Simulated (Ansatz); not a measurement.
This input was run:

```
crystal:
  lattice:
    - [4.0530231363, 0.0, 0.0]
    - [0.0, 4.0530231363, 0.0]
    - [0.0, 0.0, 23.5977604321]
  atoms:
    - { symbol: Zn, position: [0.5, 0.5, 0.317826771] }
    - { symbol: Se, position: [0.5, 0.0, 0.3785511806] }
    - { symbol: Zn, position: [0.0, 0.0, 0.4392755903] }
    - { symbol: Se, position: [0.0, 0.5, 0.5] }
    - { symbol: Zn, position: [0.5, 0.5, 0.5607244097] }
    - { symbol: Se, position: [0.5, 0.0, 0.6214488194] }
    - { symbol: Zn, position: [0.0, 0.0, 0.682173229] }
basis:
  ecutwfc: 420
kpoints:
  mp_grid: { grid: [7, 7, 1] }
hamiltonian:
  xc: pbe
scf:
  occupations: { method: gaussian, width: 0.05 }
output:
  forces: true
  stress: true
  eigenvalues: true
  write_density: true
  write_potential: true
  elf: true
  volumetric_format: npy
efield:
  axis: 3
  dipole_correction: true
  ramp_width: 0.04
```

Run as:
```bash
ansatz run input.yaml --threads 1 --pin off --max-ram 2560MiB --backend cpu --events-out ev --progress --plain --runs-dir out
```

What does the potential across the slab give for the work function?

The work function is 4.25 eV, the same on both faces. The two vacuum levels agree, so the slab has no net dipole along its normal. The outermost atoms are 8.6 Å apart, which leaves 15.0 Å of vacuum in a cell 23.6 Å high.

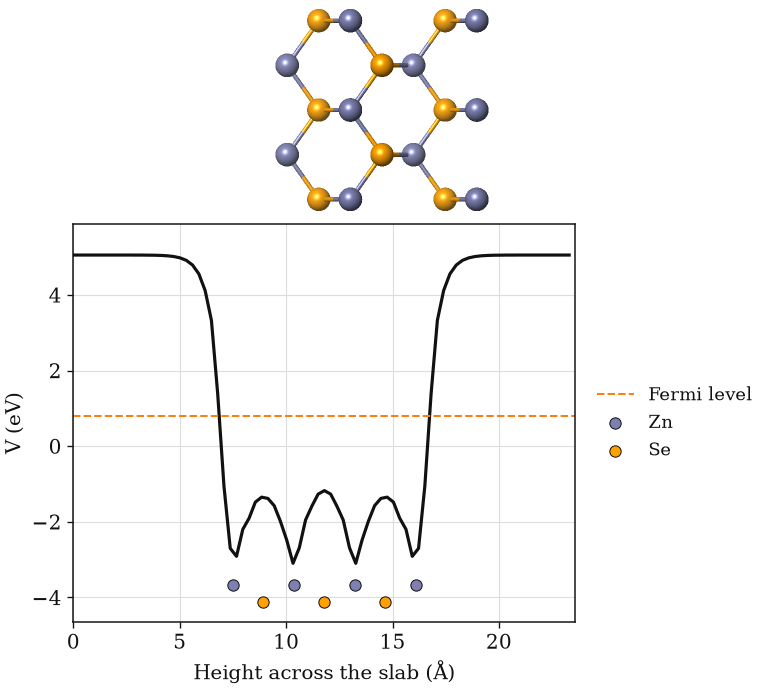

Plane-averaged electrostatic potential energy of an electron across the slab; circles at the bottom mark the heights of the atoms. The structure is drawn too.
